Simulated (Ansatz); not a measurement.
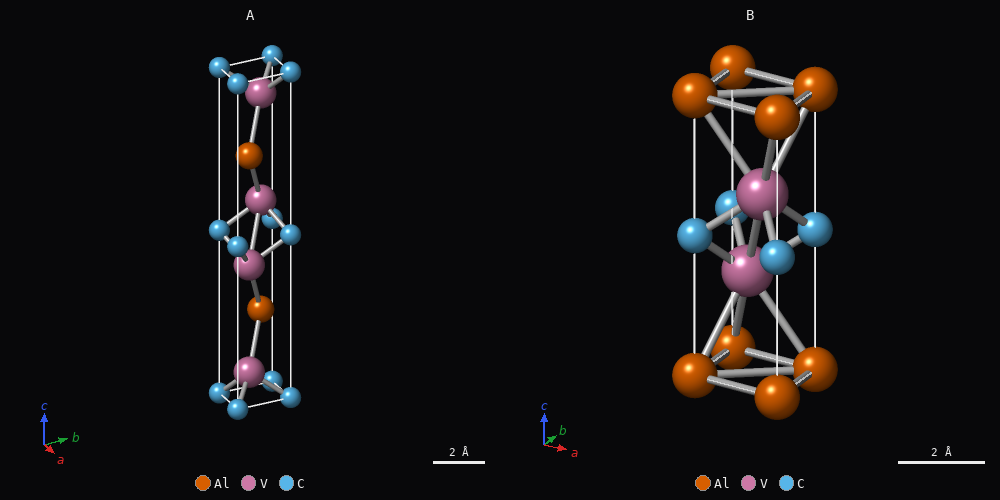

Two structures of AlV$_{2}$C, each relaxed to rest (conventional cells in solid outline, small ones repeated, not to one scale). Method: Ansatz, DFT PBE, scalar-relativistic, plane waves, PAW, without spin polarisation.

### Which two forms are compared?

A: 8 atoms a cell on a primitive hexagonal lattice, P6_3/mmc. B: 4 atoms a cell on a primitive hexagonal lattice, P-3m1.

### Which structure wins energetically, and by what margin?

A is lower, by 127 meV/atom at this level of theory (energies at zero smearing). Volumes: A 12.0, B 12.2 Å³/atom.

One or both may be structure types tried for this composition rather than known phases.
